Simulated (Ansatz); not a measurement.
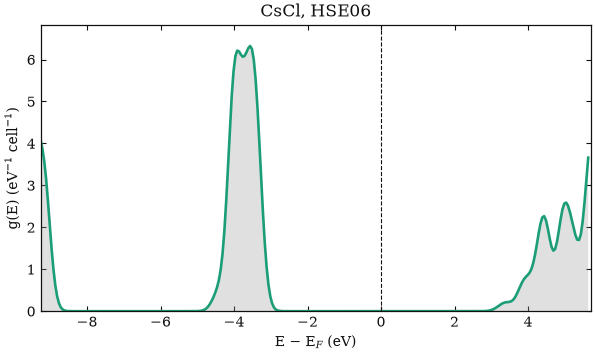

Write a caption that states what the plot shows.

Density of states of CsCl, space group Pm-3m, 2 atoms in the cell, CsCl type. Computed with Ansatz 0.2.0: DFT, HSE06, plane waves, PAW, no spin polarisation, 4×4×4 k mesh, 420 eV cutoff. Energies are counted from the Fermi level, put mid-gap where there is a gap. The curve is built from the levels of the k mesh with Gaussians 0.4 eV wide, which also blur the band edges.

There is a gap; over the k points computed it is 6.53 eV (direct among those points). The upper group of valence states starts about 1.2 eV under the valence-band top (which lies at −3.3 eV on this axis), with a gap beneath it; it holds about 6 electrons a cell. Within the window shown, the tallest peak of the filled states lies 0.3 eV under the valence-band top, at about 6.3 states per eV and cell.
